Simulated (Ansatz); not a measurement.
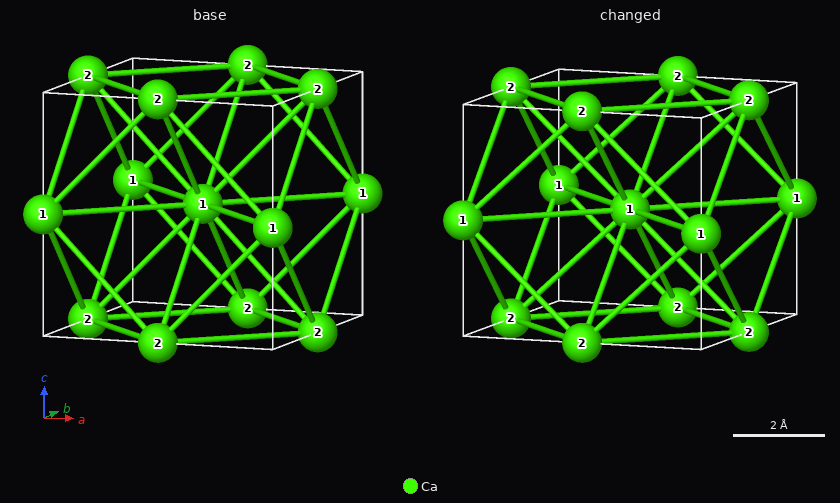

Left: crystalline Ca. Right: the same structure after one change, at the same scale. Style: ball-and-stick. Shown: the conventional cell (2 times the calculation's cell), slightly off an axis. Lengths and directions refer to the drawn axes.

The calculation used DFT PBEsol, scalar-relativistic, plane waves, PAW in Ansatz 0.2.0. Settings: plane-wave cutoff 420 eV; k-point mesh 12 × 12 × 8; occupations gaussian; smearing width 0.1 eV; no spin polarisation.

Question: Which change leads from the left to the right?

Answer: Uniaxial strain along a, +4.5 %, is applied. The b and c axes and the atoms are relaxed.

Question: And its effect?

Answer: Energy change: +3.1 meV per atom. The pressure goes from 0.0 to −0.2 GPa. The principal stresses (compression positive) are −0.6 GPa along [1 1 0] and none across it. Both are metals. The drawn cell changes as follows: a = b 5.455 → 5.626 Å (+3.1 %), c 5.448 → 5.181 Å (−4.9 %), γ 90.0° → 88.5°; the volume changes by +1.1 %. The atoms keep their places relative to the cell (all moves are under 0.005 Å). Near-neighbour distances before and after: Ca–Ca 3.856 → 3.824 to 4.030 Å. The space group (tolerance 0.01 Å) goes from Fm-3m (No. 225) to Immm (No. 71).
